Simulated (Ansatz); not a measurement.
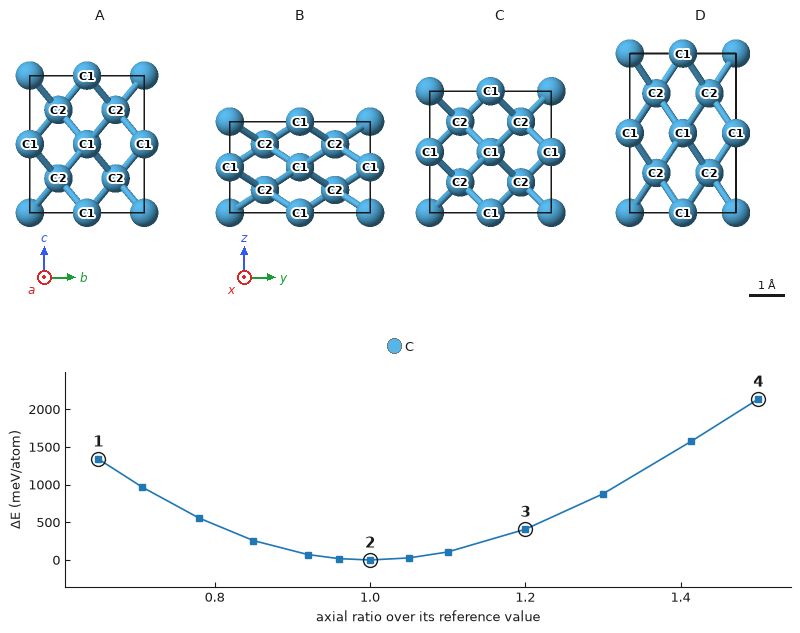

A scan of crystalline C (Fd-3m): the ratio of the cell's length along z to its lengths across, counted as 1 for the reference, is changed at fixed volume (a tetragonal or Bain path), with the atoms kept at their fractional coordinates. x, y and z are the Cartesian axes of the input. The frames are shuffled; the numbered points of the plot belong to them. A ball-and-stick model of the conventional cell (4 times the calculation's cell), seen along the a axis. Lengths and directions refer to the drawn axes.

Theory: DFT PBE, scalar-relativistic, plane waves, PAW (Ansatz 0.2.0). Settings: plane-wave cutoff 420 eV; k-point mesh 12 × 12 × 12; occupations gaussian; smearing width 0.05 eV; no spin polarisation. Energies (free energies at the smearing named) are counted from the cell as listed in its source, which wasn't relaxed.

Question: Which frame belongs to which numbered point?

Answer: Point 1 is frame B (the relative ratio 0.65, 1341 meV/atom); 2 is frame C (the relative ratio 1.00, 0 meV/atom); 3 is frame A (the relative ratio 1.20, 408 meV/atom); 4 is frame D (the relative ratio 1.50, 2135 meV/atom). Of the computed points the lowest is at the relative ratio 1.00, 0 meV/atom. The end points stand at 1341 meV/atom (0.65) and 2135 meV/atom (1.50). The unrelaxed reference is under a pressure of 1.8 GPa. The distortion takes the space group from Fd-3m to I4_1/amd. At the relative ratio 1.50 the cell of the drawing goes a 3.567 → 3.116 Å, b 3.567 → 3.116 Å, c 3.567 → 4.674 Å. The band gap on the mesh, 4.16 eV in the reference, closes at 0.65, 0.707, 0.78, 1.414, 1.50.
